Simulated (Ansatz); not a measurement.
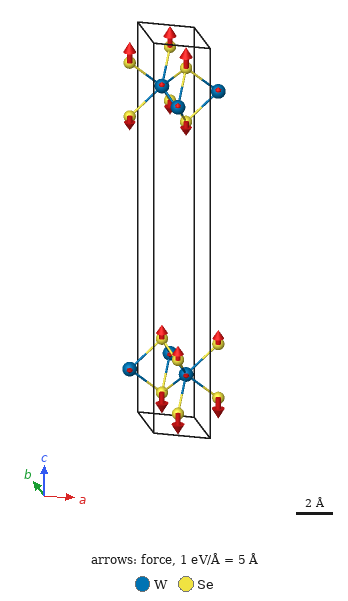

Starting geometry of a crystal of WSe2 (set up in P-3m1) with the computed forces as red arrows. The picture is a ball-and-stick view of the cell of the calculation, seen from a free direction.

Theory: DFT PBE+D3(BJ), scalar-relativistic, plane waves, PAW in Ansatz. (plane-wave cutoff 420 eV; k-point mesh 12 × 12 × 2; occupations gaussian; smearing width 0.02 eV; no spin polarisation; cell and atoms relaxed; force threshold 0.005 eV/Å; at most 80 steps)

> What follows when this structure is relaxed?

It isn't relaxed: the largest force vector, on Se atoms, is 0.26 eV/Å. The final displacements have little in common with the starting forces (cosine between the two patterns 0.19). The largest moves relative to the cell, 2.19 Å, are those of Se atoms. By element the largest moves are Se 2.19 Å, W 1.39 Å. The volume changes by −48.1 %, with a = b 3.318 → 3.279 Å (−1.2 %), c 24.069 → 12.793 Å (−46.8 %). The space group (tolerance 0.01 Å) goes from P-3m1 (No. 164) to P6_3/mmc (No. 194). After 33 accepted moves (38 points after the start) the energy has fallen by 69.4 meV per atom. Largest force component: 0.26 eV/Å at the start, 0.001 eV/Å at the end. The pressure goes from −0.57 to −0.01 GPa. The line search rejected the trial steps at points 1, 4, 14, 31 of the run. At 1 point the geometry stayed and the basis and grid were re-selected for the new cell (energy shift of 0.7 meV per atom at most each time). Cost: 7.3 min on 2 threads of Arm Neoverse V2, on a shared host, peak memory 0.78 GiB.
